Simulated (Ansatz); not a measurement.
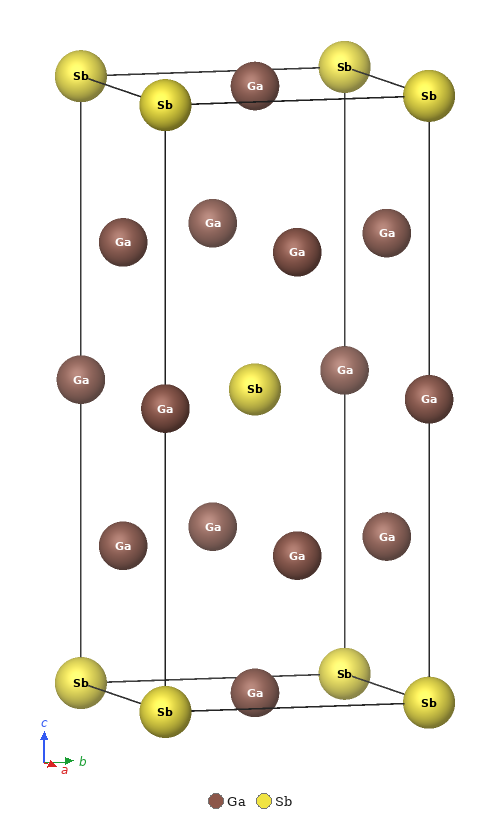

Spheres-only representation of a periodic structure, projected slightly off an axis. Atoms at the boundary of the conventional unit cell (the box) are drawn once for each face, edge or corner they touch. Cell: a = 8.159 Å, b = 8.159 Å, c = 17.992 Å, α = 90.00°, β = 90.00°, γ = 90.00°.

The structure is one of Ga$_{3}$Sb. It is body-centred tetragonal, space group I4/mmm (No. 139). It has 8 atoms to the cell (6 Ga, 2 Sb).

The structure comes from a structure listed in the Materials Project. Earlier steps of the study, as a rule a relaxation of our own, may have changed the cell and positions, so they can lie some per cent off the listed ones. It went into a calculation with Ansatz.
